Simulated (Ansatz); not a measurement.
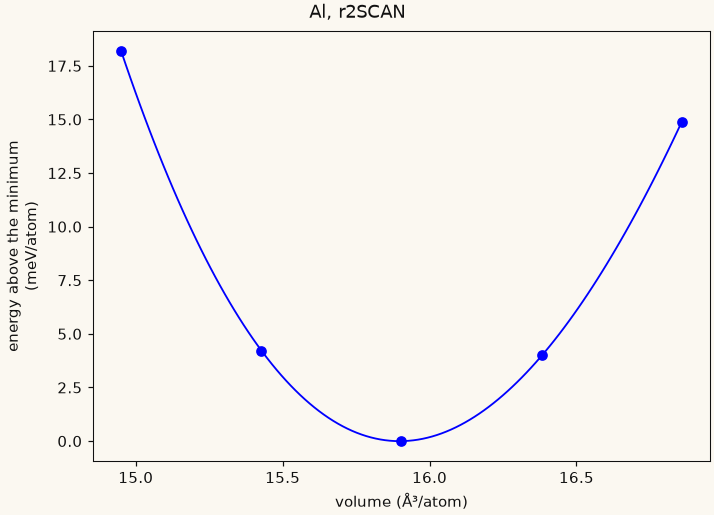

Plotted: energy above the minimum against volume for Al, space group Fm-3m (No. 225).

Structure:
```
CELL_PARAMETERS angstrom
0.00000 1.99600 1.99600
1.99600 0.00000 1.99600
1.99600 1.99600 0.00000
ATOMIC_POSITIONS crystal
Al 0.00000 0.00000 0.00000
```

Method: third-order Birch-Murnaghan fit to density functional energies at scaled volumes of the given relaxed cell, shape and atoms relaxed at each volume; energies count from the fitted minimum; plane waves with PAW datasets, Γ-centred k mesh (Ansatz 0.2.0). Level: r2SCAN, no spin polarisation.

wave cutoff 500 eV; k mesh 18×18×18; occupations Gaussian; smearing width 0.1 eV.

Give the fitted equation-of-state parameters.

Answer. A third-order Birch–Murnaghan fit gives V0 = 15.90 Å³/atom, B0 = 91.9 GPa and B′ = 4.6.

Is there a gap?

Answer. No, the levels on the k mesh show a metal at every point.
